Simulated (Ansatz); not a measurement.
**Mo3Se4: density, localisation and related maps**

Input

```
crystal:
  lattice:
    - [4.7725, 2.7554041597, 3.7366666667]
    - [-4.7725, 2.7554041597, 3.7366666667]
    - [0.0, -5.5108083194, 3.7366666667]
  atoms:
    - { symbol: Mo, position: [0.223, 0.4129, 0.5461] }
    - { symbol: Mo, position: [0.5461, 0.223, 0.4129] }
    - { symbol: Mo, position: [0.4129, 0.5461, 0.223] }
    - { symbol: Mo, position: [0.777, 0.5871, 0.4539] }
    - { symbol: Mo, position: [0.4539, 0.777, 0.5871] }
    - { symbol: Mo, position: [0.5871, 0.4539, 0.777] }
    - { symbol: Se, position: [0.3792, 0.1274, 0.7447] }
    - { symbol: Se, position: [0.7447, 0.3792, 0.1274] }
    - { symbol: Se, position: [0.1274, 0.7447, 0.3792] }
    - { symbol: Se, position: [0.6208, 0.8726, 0.2553] }
    - { symbol: Se, position: [0.2553, 0.6208, 0.8726] }
    - { symbol: Se, position: [0.8726, 0.2553, 0.6208] }
    - { symbol: Se, position: [0.2137, 0.2137, 0.2137] }
    - { symbol: Se, position: [0.7863, 0.7863, 0.7863] }
basis:
  ecutwfc: 420
kpoints:
  mp_grid: { grid: [6, 6, 6] }
hamiltonian:
  xc: pbesol
scf:
  occupations: { method: gaussian, width: 0.1 }
output:
  forces: true
  stress: true
  eigenvalues: true
  populations: true
  write_density: true
  write_potential: true
  elf: true
  volumetric_format: npy
```

Run with:

```sh
ansatz run input.yaml --threads 4 --pin off --max-ram 10240MiB --backend cpu --events-out ev --progress --plain --runs-dir out
```

Below, planes, directions and counts refer to the conventional cell (a = 9.54 Å, b = 9.54 Å, c = 11.21 Å, α = 90.00°, β = 90.00°, γ = 120.00°).

Space group R-3; computed pressure about −2 GPa in this cell; computed without spin polarisation.

The calculation used DFT PBEsol, scalar-relativistic, plane waves, PAW in Ansatz 0.2.0.

The density is the valence pseudo-density of a PAW calculation; it isn't the true density close to the nuclei.

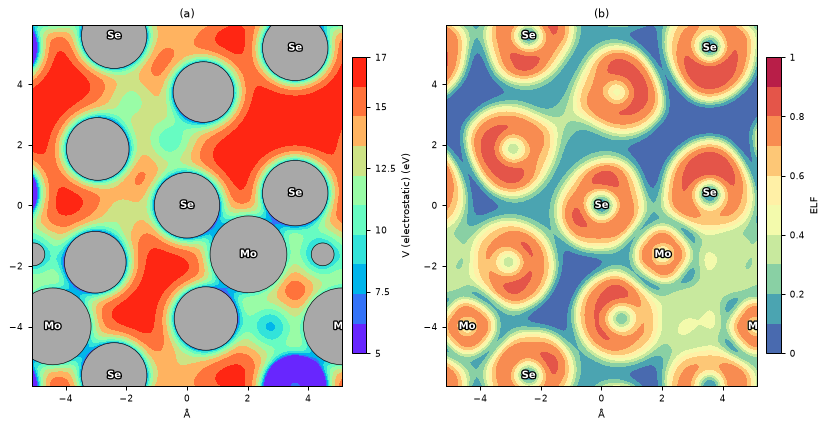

Figure 1. (a) electrostatic potential energy of an electron; (b) electron localisation function on the (100) plane of the conventional cell. Grey discs cover the atomic cores in the potential map.

Interpret the plot.

Answer. The section cuts through Mo and Se sites. Atoms just off the plane (Se, 0.3 Å away) can leave unmarked features too. Mo–Se (2.55 Å): the ELF is about 0.40 at the midpoint. Mo–Se (2.60 Å): the ELF is about 0.40 at the midpoint. The features right at Mo lie inside the PAW spheres, where the map follows smoothed inner orbitals and isn't to be read closely. Outside the cores the potential energy rises away from the atoms and is highest about 2.4 Å from the nearest atoms; its zero is arbitrary.

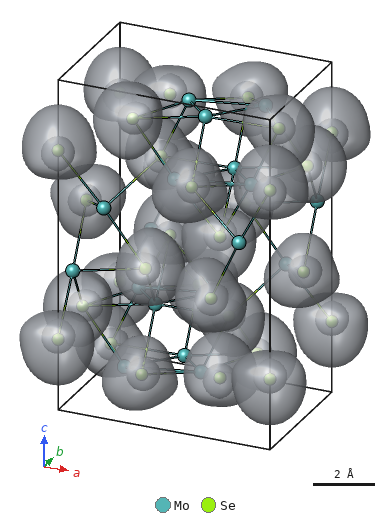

Figure 2. Isosurface of the ELF at 0.65 (grey), seen slightly off an axis. Core shells and regions of very low density are left out. Sticks mark near contacts.

What do the ELF domains correspond to?

Answer. At this value the surface marks out 24 regions wrapped around Se (the valence shell of each), counted in one cell of 42 atoms. Any copies at cell faces, edges or corners count once. Along the contacts the grid gives the following. Mo–Mo (2.68 Å): the ELF is about 0.45 at the midpoint.

Does the calculation give a band gap?

Answer. It is metallic or semimetallic at this level of theory: no gap opens; semilocal functionals without U, or without the true magnetic order, often close the gap of such compounds.
